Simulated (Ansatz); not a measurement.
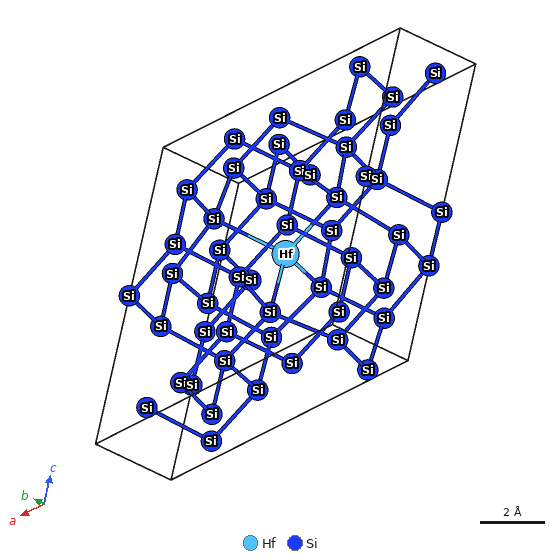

An orthographic ball-and-stick view of the structure, from a general direction. One supercell is outlined, and atoms on its boundary appear in each equivalent place. The host is Si, in a cell of 40 sites, and the cell is neutral.

Spot the defect.

Answer. Hafnium on a silicon site (a substitutional impurity). It is bonded to four Si in a tetrahedral arrangement at about 2.6 Å.

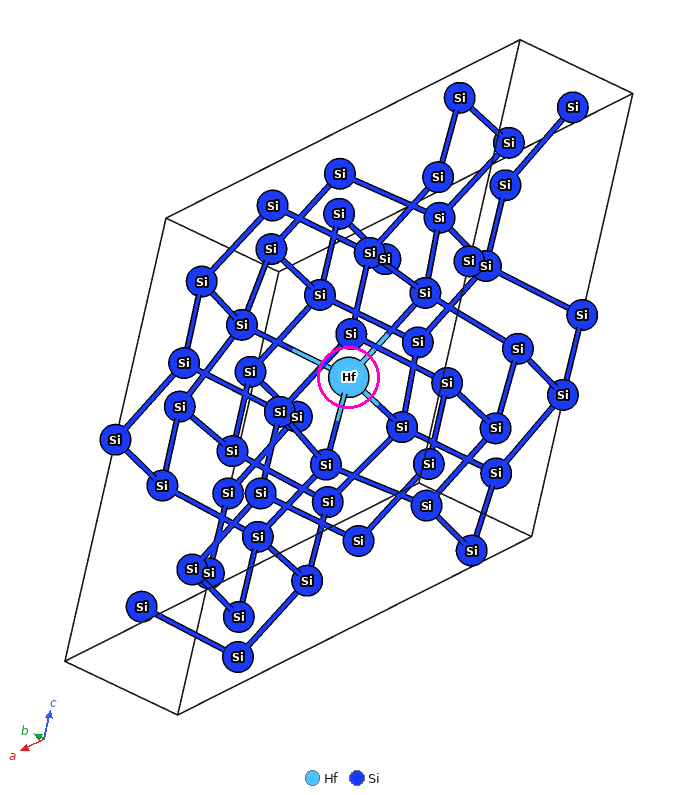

The same cell with a ring at the defect's site.

The atoms were relaxed in the host's cell with DFT PBE, scalar-relativistic, plane waves, PAW in Ansatz.
